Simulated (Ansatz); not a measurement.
# Run report: TiN, geometry relaxation (part 2 of 2)

The same run, continued: TiN (2 atoms in the cell); DFT, PBE, PAW with Ansatz's default frozen-core files, scalar-relativistic, no spin polarisation (Ansatz 0.2.0); cutoff 420 eV, 16×16×16 k-mesh, Fermi–Dirac smearing of 0.03 eV. The structure was built on a prototype by a generator; it need not be a known phase. It belongs to a series of runs on one base structure; here: cell and atoms relaxed from a first guess.

Geometry of the input (Å; fractional positions):
```
0.0000  2.2323  2.2323
2.2323  0.0000  2.2323
2.2323  2.2323  0.0000
Ti 0.0000  0.0000  0.0000
N  0.5000  0.5000  0.5000
```

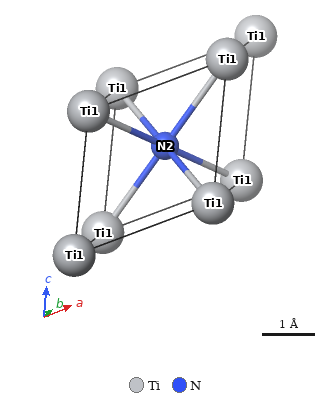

**Figure 1.** The geometry at step 3 of the log (ball-and-stick view of the cell of the calculation, seen slightly off an axis; atoms are numbered from 1 in the order of the input).

## What the program printed, continued
```
SCF iter   1: F=—  HF=-2887.108998 eV  |F-HF|=—  |Δ(HF+E_count)|=         —  Δρ=9.84e-6  dr2=3.34e-9  ethr=1.24e-9  ⟨swp⟩=3.0  Hψ=14323  notcnv=0
preconditioner: auto → none  [metal: Δε(μ)=0.004 eV  Ē_g=9.598 eV  σ=0.030 eV  W_gap=0.03  n_scr=8 (ndim 8)  ℏωp=25.5 eV  f_vac=0.000  D(μ)=1.28/eV (n_scr^D=14)]
SCF iter   2: F=—  HF=-2887.109001 eV  |F-HF|=—  |Δ(HF+E_count)|=   2.66e-6  Δρ=4.57e-6  dr2=4.94e-10  ethr=1.96e-11  ⟨swp⟩=2.0  Hψ=2486  notcnv=0
iter 3 did not close the SCF: its close was put off for the readings that it lacked (scf_convergence_deferred on its scf_iter line)
SCF iter   3: F=-2887.109001 eV  HF=-2887.109001 eV  |F-HF|=4.09e-11  |Δ(HF+E_count)|=   1.55e-9  Δρ=7.55e-7  dr2=1.82e-11  ethr=2.91e-12  ⟨swp⟩=2.5  Hψ=2830  notcnv=0
iter 4 did not close the SCF: its close was put off for the readings that it lacked (scf_convergence_deferred on its scf_iter line)
SCF iter   4: F=-2887.109001 eV  HF=-2887.109001 eV  |F-HF|=1.82e-12  |Δ(HF+E_count)|=  4.46e-11  Δρ=1.24e-7  dr2=6.49e-13  ethr=1.00e-12  ⟨swp⟩=1.0  Hψ=1885  notcnv=0
iter 5 did not close the SCF: its close was put off for the readings that it lacked (scf_convergence_deferred on its scf_iter line)
SCF iter   5: F=-2887.109001 eV  HF=-2887.109001 eV  |F-HF|=9.09e-13  |Δ(HF+E_count)|=  1.82e-12  Δρ=1.75e-8  dr2=3.28e-14  ethr=1.00e-12  ⟨swp⟩=1.0  Hψ=1885  notcnv=0
iter 6 did not close the SCF: its close was put off for the readings that it lacked (scf_convergence_deferred on its scf_iter line)
SCF iter   6: F=-2887.109001 eV  HF=-2887.109001 eV  |F-HF|=9.09e-13  |Δ(HF+E_count)|=  4.55e-13  Δρ=2.63e-9  dr2=8.61e-16  ethr=1.00e-12  ⟨swp⟩=1.0  Hψ=1885  notcnv=0
SCF iter   7: F=-2887.109001 eV  HF=-2887.109001 eV  |F-HF|=9.09e-13  |Δ(HF+E_count)|=    0.00e0  Δρ=7.77e-10  dr2=7.23e-17  ethr=1.00e-12  ⟨swp⟩=2.0  Hψ=4883  notcnv=0
SCF 6 converged in 7 iterations: F = -2887.109001 eV  dr2 = 7.23e-17
relax step   6: F+E_penalty+E_count = -2887.10900083 eV  Δ(F+E_penalty+E_count) = +9.730e-5 eV  max|allowed force component| = 2.630e-30 eV/Å  Δτ_max = 0.0000 Å  P = +0.001 GPa  Ω = 19.149 Å³  stress off target by 1.33e-3 GPa  SCF on the basis re-selected at this cell (its energy is not comparable with the rows above)  (7 SCF iters)
```

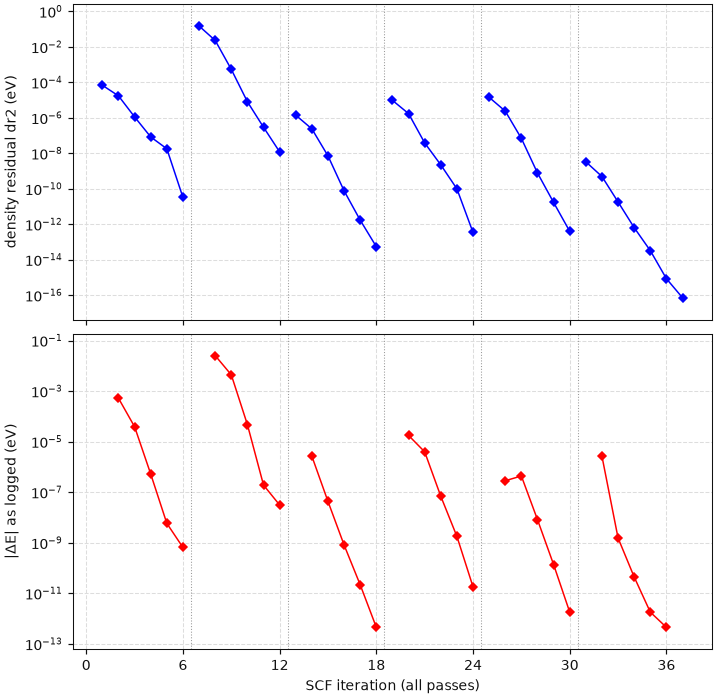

**Figure 2.** Convergence of the self-consistent field: density residual dr2 and size of the energy change against the SCF iteration. The dotted lines part the SCF passes of the relaxation: geometry steps, rejected trials and re-solves on a re-selected basis. The 6 passes take 6 to 7 iterations each, 37 in all.

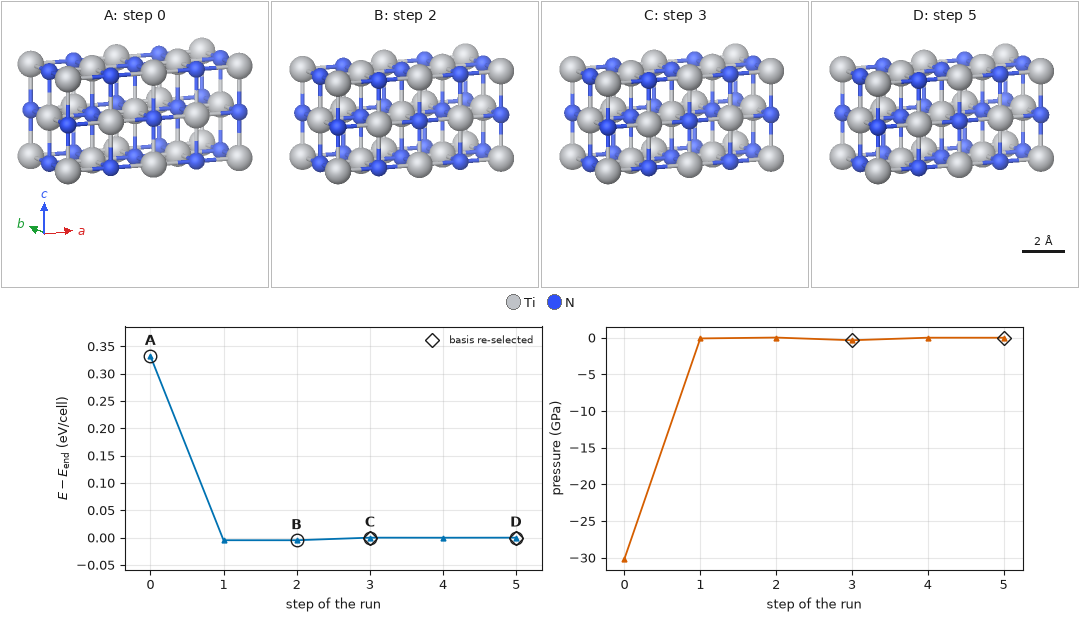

**Figure 3.** Frames of the relaxation (ball-and-stick view of the cell 4 times as large as that of the calculation, set on its symmetry axes, repeated 2 × 1 × 1, seen slightly off an axis) above the curves, on which the letters mark them (the first geometry is step 0 here and step 1 in the log).

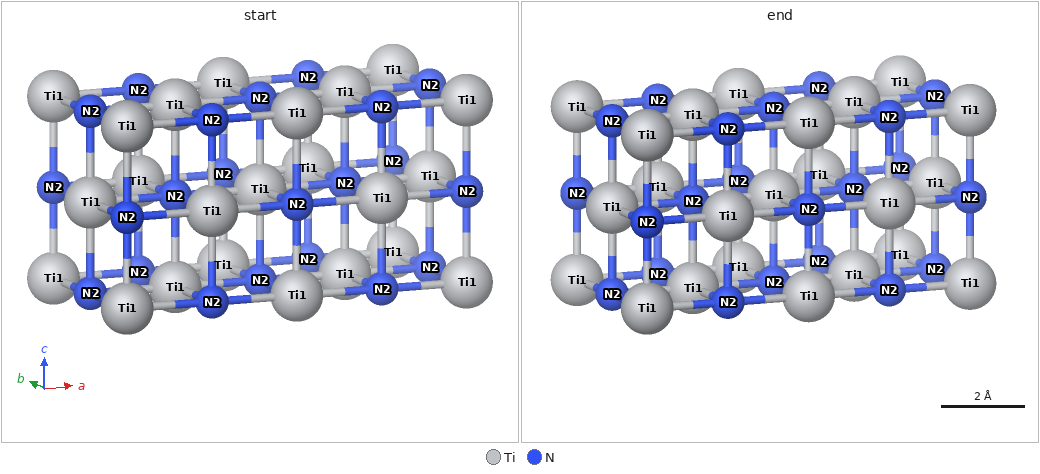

**Figure 4.** Before (left) and after (right) the relaxation, at one scale (ball-and-stick view of the cell 4 times as large as that of the calculation, set on its symmetry axes, repeated 2 × 1 × 1, seen slightly off an axis). No atom moves by more than 0.005 Å relative to the cell. Cell: a = b = c 4.465 → 4.247 Å (−4.9 %). Volume −13.9 %. Among the contacts that change: Ti1–N2 2.232 → 2.123 Å. The space group stays Fm-3m (No. 225). The energy falls by 0.332 eV per cell of the calculation in 3 geometry steps. All forces vanish by symmetry, so only the cell relaxes. The pressure goes from −30.12 to 0.00 GPa. The basis was re-selected once at an unchanged geometry, which shifts the energy a little without any move. The energy change given includes the shifts at the re-selections in mid-walk, which come without any move. A last SCF at the same geometry on a re-selected plane-wave basis shifts the energy by +0.1 meV per cell of the calculation. (Atoms are counted from 1 in the order of the input.)

```
basis re-selected at this cell: Δ(F+E_penalty+E_count) = +9.730e-5 eV, ΔP = -0.004 GPa vs the last step (what re-selecting the basis moved, of the pressure what is left beyond the Pulay correction that the steps carried, after the strain that the cell walked since its last selection, with what the two solves' SCF thresholds leave and, on support functions, any second-order correction that the steps lacked; it is no measure of the basis error at this ecutwfc). This SCF's stress stands 1.33e-3 GPa from its target on what of the cell is left free (relax.cell.stress_tol is 5.00e-2 GPa) and its largest allowed force component is 2.63e-30 eV/Å (relax.f_tol is 5.00e-3 eV/Å): within both
SCF converged after 7 iterations
Free energy (F): -2887.109001 eV
Harris-Foulkes:  -2887.109001 eV  (|F-HF|=9.09e-13)
Internal energy: -2887.105537 eV  (E = F + TS)
E sigma→0 (E₀):  -2887.107269 eV
Entropy (-TS):   -0.003464 eV (-1.732 meV/atom)
Fermi energy:    17.077730 eV
--- Per-component energies (eV) ---
  E_band       = -93.094726
  E_kinetic    = 406.339401
  E_local      = -790.597928  (includes V_loc(G=0)·N_el)
  E_nonlocal   = 51.262831
  E_hartree    = 314.961622
  E_xc         = -159.772641
  E_vxc        = -201.412074  (∫ρ·V_xc dr)
  E_paw        = -1174.000649  (= ΣΔE_a)
  E_vpaw       = -188.610417  (= ΣTr[D̂ρ^β])
  E_aug_tail   = 0.000217  (compensation charges beyond the density's cutoff)
  E_ewald      = -1535.298389
  E_smearing   = -0.003464  (= −TS)
  E_closure    = 0.000000  (closes the sum)
  Σ components = -2887.109001   (vs F -2887.109001, Δ=0.00e0)
--- Forces (eV/Å), atoms counted from 1 ---
  atom   1  Ti    -0.00000000     0.00000000     0.00000000
  atom   2  N      0.00000000    -0.00000000    -0.00000000
  max |Σ_I F_I| component: 4.21e-30 eV/Å
--- Stress (GPa, compression-positive) ---
        0.001326      -0.000000      -0.000000
       -0.000000       0.001326      -0.000000
        0.000000       0.000000       0.001326
  P = ⅓ Tr σ = 0.0013 GPa (0.013 kbar)
--- Relaxed structure (4 steps of the walk, 4 accepted, 2 SCFs on fresh bases) ---
  F+E_penalty+E_count = -2887.10900083 eV   max|allowed force component| = 2.630e-30 eV/Å   (the final SCF, on the basis selected at the relaxed cell)
  cell:  # Å, volume = 19.1492 Å³
    - [1.976447042447391e-33, 2.1234402709080324, 2.1234402709080324]
    - [2.1234402709080324, 2.906352438450836e-33, 2.1234402709080324]
    - [2.1234402709080324, 2.1234402709080324, 5.987062138652318e-34]
  atoms:
    - { symbol: Ti, position: [-1.2581953883825162e-35, 1.7075508842332774e-35, 2.2467774792523767e-35] }
    - { symbol: N, position: [0.5, 0.5, 0.5] }
```

## Trajectory as extended XYZ (Å, eV, eV/Å), 6 frames, from step=1 to step=6
```
2
Lattice="0.0000 2.2323 2.2323 2.2323 0.0000 2.2323 2.2323 2.2323 0.0000" Properties=species:S:1:pos:R:3:forces:R:3 step=1 energy=-2886.77666 pressure_GPa=-30.12
Ti    0.0000    0.0000    0.0000    0.0000   0.0000   0.0000
N     2.2323    2.2323    2.2323    0.0000   0.0000   0.0000
2
Lattice="0.0000 2.1246 2.1246 2.1246 0.0000 2.1246 2.1246 2.1246 0.0000" Properties=species:S:1:pos:R:3:forces:R:3 step=2 energy=-2887.11369 pressure_GPa=-0.09
Ti    0.0000    0.0000    0.0000    0.0000   0.0000   0.0000
N     2.1246    2.1246    2.1246    0.0000   0.0000   0.0000
2
Lattice="0.0000 2.1243 2.1243 2.1243 0.0000 2.1243 2.1243 2.1243 0.0000" Properties=species:S:1:pos:R:3:forces:R:3 step=3 energy=-2887.11372 pressure_GPa=0.02
Ti    0.0000    0.0000    0.0000    0.0000   0.0000   0.0000
N     2.1243    2.1243    2.1243    0.0000   0.0000   0.0000
2
Lattice="0.0000 2.1243 2.1243 2.1243 0.0000 2.1243 2.1243 2.1243 0.0000" Properties=species:S:1:pos:R:3:forces:R:3 step=4 energy=-2887.10900 pressure_GPa=-0.34
Ti    0.0000    0.0000    0.0000    0.0000   0.0000   0.0000
N     2.1243    2.1243    2.1243    0.0000   0.0000   0.0000
2
Lattice="0.0000 2.1234 2.1234 2.1234 0.0000 2.1234 2.1234 2.1234 0.0000" Properties=species:S:1:pos:R:3:forces:R:3 step=5 energy=-2887.10910 pressure_GPa=0.01
Ti    0.0000    0.0000    0.0000    0.0000   0.0000   0.0000
N     2.1234    2.1234    2.1234    0.0000   0.0000   0.0000
2
Lattice="0.0000 2.1234 2.1234 2.1234 0.0000 2.1234 2.1234 2.1234 0.0000" Properties=species:S:1:pos:R:3:forces:R:3 step=6 energy=-2887.10900 pressure_GPa=0.00
Ti    0.0000    0.0000    0.0000    0.0000   0.0000   0.0000
N     2.1234    2.1234    2.1234    0.0000   0.0000   0.0000
```

## Key numbers

```csv
quantity,value
outcome,converged
space group (tolerance 0.01 Å),Fm-3m (225)
electrons treated,17
free energy,−2887.1090 eV
Fermi energy,17.078 eV
pressure,0.00 GPa
final volume,19.15 Å³
largest force (length of the vector) at the end,under 0.001 eV/Å
final cell,"a = 3.003 Å, b = 3.003 Å, c = 3.003 Å, α = 60.00°, β = 60.00°, γ = 60.00°"
wall time,11 s
peak memory,0.33 GiB
```

The cell holds an odd number of electrons but the run has no spin polarisation, so it comes out as a metal.
